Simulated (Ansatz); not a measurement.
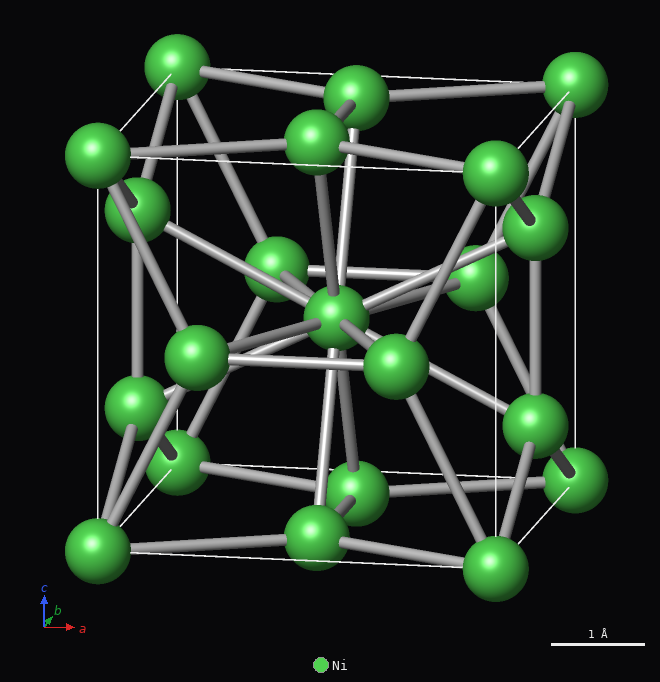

Shown here is a ball-and-stick view of the crystal, taken slightly off an axis. Atoms at the boundary of the conventional unit cell (the box) are drawn once for each face, edge or corner they touch.

Cell dimensions are a = 4.397 Å, b = 4.397 Å, c = 4.397 Å, α = 90.00°, β = 90.00°, γ = 90.00°.

Bonds shown: Ni–Ni up to 2.46 Å (cut-off distances).

> How many atoms count towards one cell?

8 (nickel), counting shared atoms by their share.

> State the space group and its number.

Pm-3n (No. 223), with Ni on 2a and Ni on 6c.

> Identify the structure type.

Β-tungsten (A15) type.

The initial geometry was a textbook structure type filled with this element (whether it is the usual form wasn't checked). The final geometry of a relaxation with DFT PBEsol, scalar-relativistic, plane waves, PAW (Ansatz) is shown.
